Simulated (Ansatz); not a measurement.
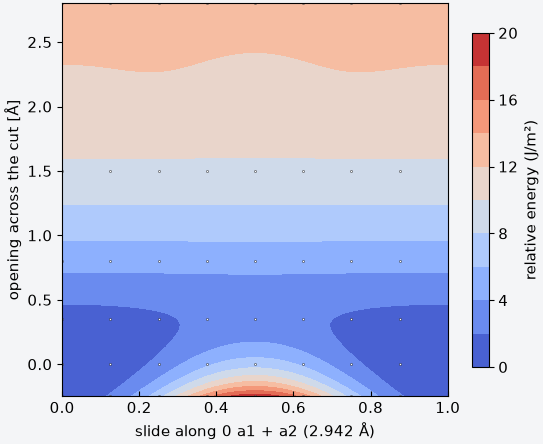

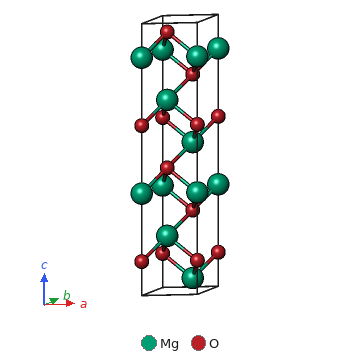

Energy landscape of MgO (Fm-3m, No. 225; 12 atoms in the cell). 
- Rigid slide and opening across a plane, one cut a cell; the plane is (1 1 1) of the conventional cell, and the faces at the cut hold O and Mg.
- Coordinates scanned: (1) slide along 0 a1 + a2 (2.942 Å); (2) opening across the cut.
- Nothing is relaxed (rigid halves).
- The grid has 8 × 6 points; 30 points were computed and 18 follow by symmetry.
- Points are written as (first, second).
- Energies are in J/m², from the lowest grid point.
- The band gap closes in part of the range.
- Level of theory: Ansatz 0.2.0, DFT LDA, scalar-relativistic, plane waves, PAW. Settings: cutoff 520 eV, k-mesh 9×9×2 in the order of the run's cell vectors, gaussian smearing 0.05 eV, no spin polarisation.

The picture shows filled contours, dots at the grid points. Between grid points the surface is interpolated. The second picture is the structure at the lowest point

> What does the map say about the system?

The lowest grid point is at (0.000, 0.00 Å). It is the only kind of minimum in the scanned range. The highest grid point, (0.500, −0.25 Å), lies 19.3 J/m² above the lowest. On the interpolated surface the easiest way out of the lowest well to its copy in the next cell or period passes a barrier of about 2.6 J/m².

Time for the 30 points that were run: 32 min on 2 threads of Arm Neoverse N1 (shared host).

PAW datasets: the set soft_1.
